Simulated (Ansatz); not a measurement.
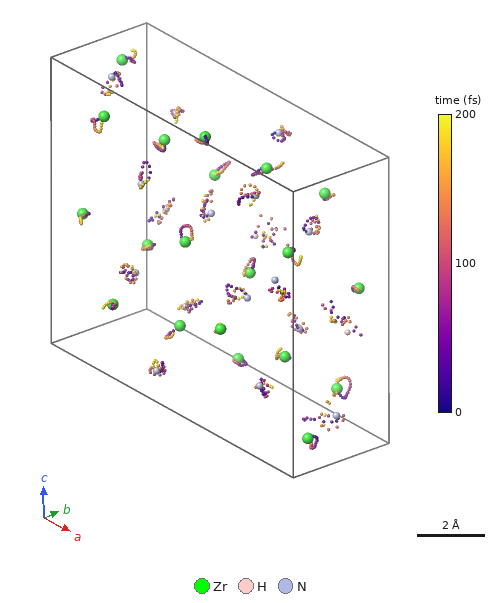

Molecular dynamics of a 38-atom cell of Zr$_{10}$HN$_{8}$, 200 fs long. It starts from the last geometry of an earlier run, with fresh velocities. Dots mark each atom's position at evenly spaced times, coloured by time; spheres stand at the starting positions. Seen slightly off an axis in the simulation cell.

The calculation used DFT PBEsol, scalar-relativistic, plane waves, PAW (Ansatz 0.2.0). Set-up: plane-wave cutoff 420 eV; k-point mesh 1 × 1 × 1; Fermi-Dirac smearing 0.05 eV; low-accuracy preset; Langevin thermostat (NVT); set temperature 2400 K; time step 0.5 fs; friction 0.005 per fs.

Question: What do the traces tell about the motion?

Answer: Root-mean-square distances from the starting positions over the second half, with the common drift of all atoms taken out: H 0.71 Å, N 0.41 Å, Zr 0.37 Å. Against the typical shortest distance between atoms in the first frame, about 2.1 Å these are wide excursions, but the first-neighbour bonds of the start all hold: the network flexes, or its layers or units shift against each other, without breaking.

Limits of the set-up: the program's low-accuracy preset was used.

The run took 23 min on 2 threads of Arm Neoverse V1, with other jobs on the host, peak memory 0.66 GiB.
